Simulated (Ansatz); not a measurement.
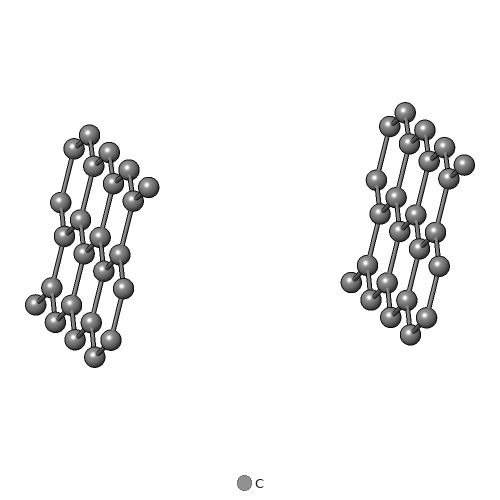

The system is H₂ on a C(101) slab cut from the P6/mmm phase, its upper half relaxed before the scan (12 atoms of substrate and one adsorbate in a 2 × 1 cell); the picture shows it without the atoms that are moved over the map. H2 lies flat over one site of a rigid substrate while its bond length and height are varied; it sits over a hollow of the top layer over the deeper atom C9, heights counted from the top plane, its axis along the second surface vector. The first coordinate is: distance H13-H14; the second: height of the H2 axis above the plane of C11. The grid has 8 × 9 points. At 15 points there is no value (left out: too close to the surface, or the stretched molecule far from it). Points are written as (first, second). Energies are in eV, from the lowest grid point. Computed with Ansatz, DFT LDA, scalar-relativistic, plane waves, PAW. Settings: cutoff 420 eV, k-mesh 6×3×1, gaussian smearing 0.1 eV, no spin polarisation.

Range: distance H13-H14 from 0.650 to 2.650 Å; height of the H2 axis above the plane of C11 from 0.45 to 3.60 Å.

> Predict the map.

The lowest grid point is at (0.750 Å, 1.73 Å). The bottom of the well lies between grid points, at about (0.806 Å, 1.54 Å), about 0.062 eV lower on the interpolated surface. No other kind of well shows on this grid. The highest grid point, (0.650 Å, 0.45 Å), lies 6.89 eV above the lowest.

```tsv
second ↓, first →	0.650	0.750	0.919	1.181	1.495	1.849	2.235	2.650
3.60	0.58	0.30	0.58	1.64	–	–	–	–
3.00	0.55	0.27	0.54	1.59	–	–	–	–
2.60	0.51	0.22	0.48	1.50	–	–	–	–
2.05	0.41	0.09	0.29	1.24	2.45	–	–	–
1.73	0.35	0.00	0.14	0.99	2.06	2.96	3.61	4.13
1.41	0.44	0.03	0.06	0.71	1.56	2.29	2.89	3.47
1.09	1.10	0.57	0.38	0.68	1.17	1.69	2.26	2.89
0.77	3.06	2.27	1.63	1.29	1.26	1.48	1.95	2.58
0.45	6.89	5.62	4.21	2.89	2.09	1.89	2.15	2.67
```

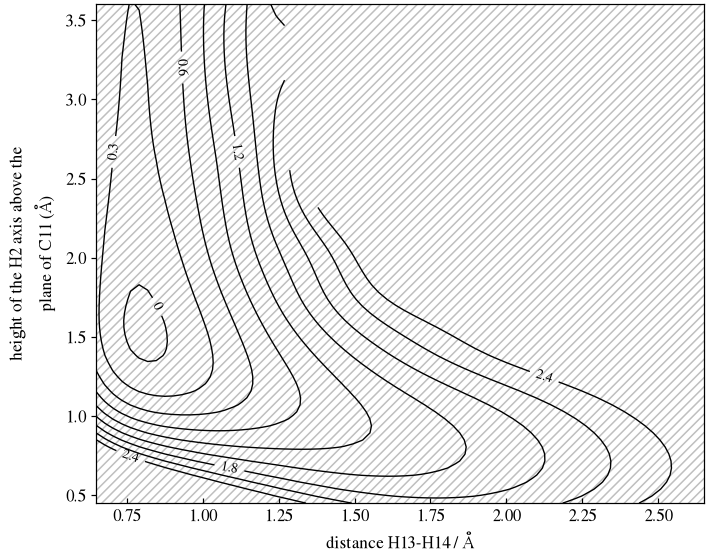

Drawn: contour lines labelled in eV (none above 2.4), hatched blanks where no value was computed. Between grid points the surface is interpolated.

The whole map (57 points run) took 34 min on 1 thread of Arm Neoverse V2, on a shared host.
